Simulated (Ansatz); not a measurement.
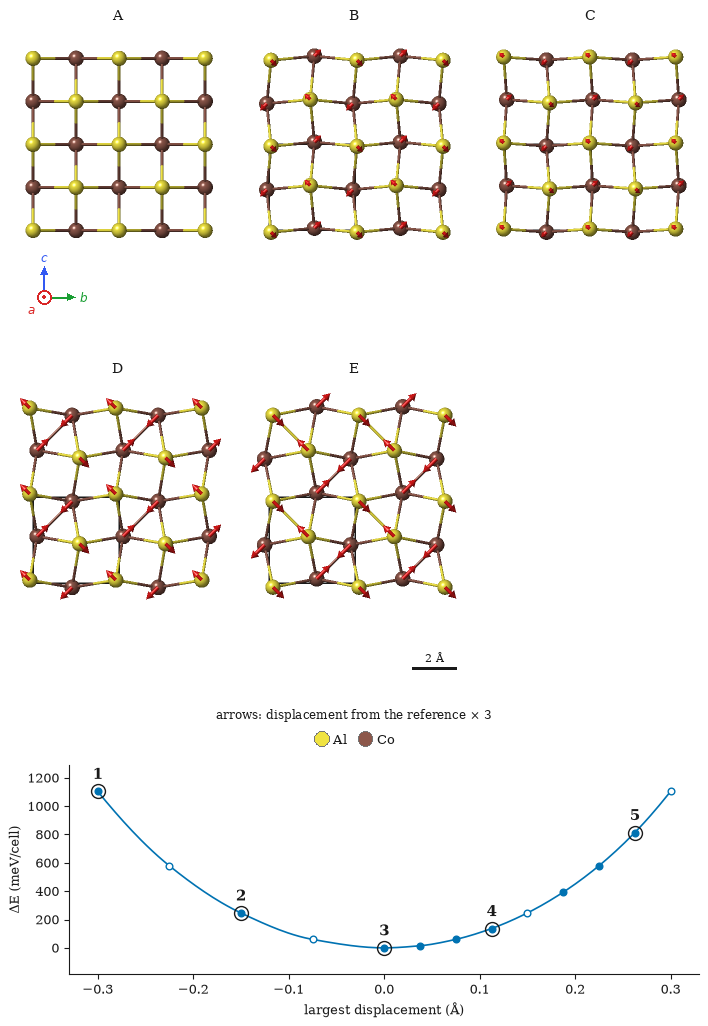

Energy scan for solid AlCo (Pm-3m), in which a normal mode of wave vector (0, 1/2, 1/2) of the primitive cell, folded into a doubled cell, (one arbitrary combination within a set of 2 degenerate modes) is frozen in with the cell fixed, the amplitude being the largest displacement of an atom. The frames are shuffled; the numbered points of the plot belong to them. Hollow markers are points alike by symmetry, not computed again. The picture is a ball-and-stick view of the cell of the calculation, repeated 2 × 2 × 2 with one cell outlined, seen along the a axis. Red arrows: displacements from the reference.

Theory: DFT PBEsol, scalar-relativistic, plane waves, PAW in Ansatz. (plane-wave cutoff 420 eV; k-point mesh 22 × 16 × 16; occupations gaussian; smearing width 0.15 eV; no spin polarisation). Energies (free energies at the smearing named) are counted from the relaxed crystal.

Question: Which frame belongs to which numbered point?

Answer: Point 1 is frame E (the amplitude −0.30 Å, 1104 meV/cell); 2 is frame B (the amplitude −0.15 Å, 246 meV/cell); 3 is frame A (the amplitude 0.00 Å, 0 meV/cell); 4 is frame C (the amplitude 0.1125 Å, 136 meV/cell); 5 is frame D (the amplitude 0.2625 Å, 813 meV/cell). The harmonic wavenumber of the mode is 192 cm⁻¹, a stable vibration. The lowest computed point lies at the amplitude 0.00 Å (0 meV/cell). At the ends of the scan the energy is 1104 meV/cell (−0.30 Å) and 1104 meV/cell (0.30 Å). The well is symmetric. At the highest point the shortest interatomic distance is 2.22 Å, against 2.44 Å in the reference.

Limits of the set-up: an element that often carries a moment was run without spin polarisation.
